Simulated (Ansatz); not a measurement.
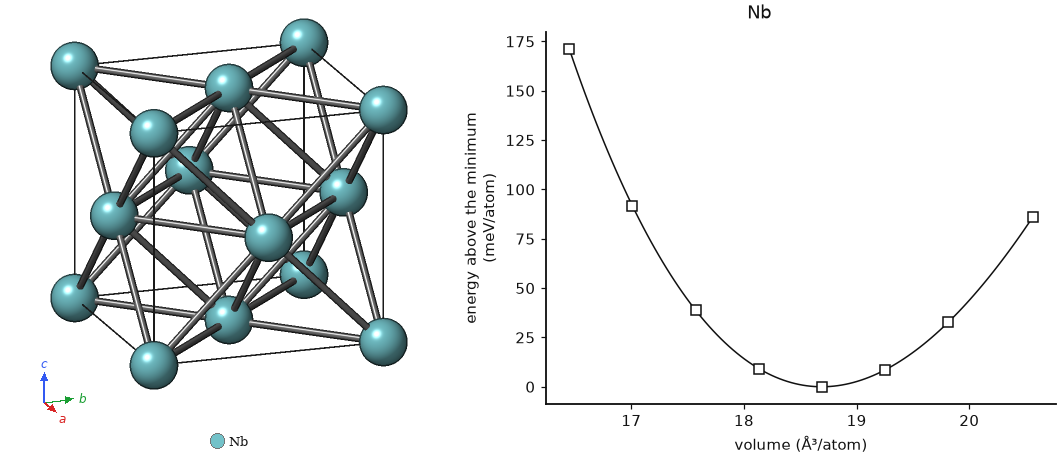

The figure shows the energy above the minimum against volume for Nb, space group Fm-3m (No. 225). The conventional cell is drawn beside the plot.

Cell as given: a = 2.979 Å, b = 2.979 Å, c = 2.979 Å, α = 60.00°, β = 60.00°, γ = 60.00°; 1 atom.

Method: third-order Birch-Murnaghan fit to density functional energies at scaled volumes of the given relaxed cell, shape and atoms relaxed at each volume; energies count from the fitted minimum; plane waves with PAW datasets, Γ-centred k mesh (Ansatz 0.2.0). Level: r2SCAN, no spin polarisation.

- wave cutoff: 500 eV
- k mesh: 18×18×18
- occupations: Gaussian
- smearing width: 0.1 eV

Question: Give the fitted equation-of-state parameters.

Answer: A third-order Birch–Murnaghan fit gives V0 = 18.69 Å³/atom, B0 = 169 GPa and B′ = 3.4.

Question: Is there a gap?

Answer: No, the levels on the k mesh show a metal at every point.

The computed values:

```tsv
volume (Å³/atom)	energy above the minimum (meV/atom)
16.449	171.1
17.010	91.7
17.571	38.8
18.132	9.2
18.692	0.0
19.253	8.6
19.814	32.8
20.562	85.8
```
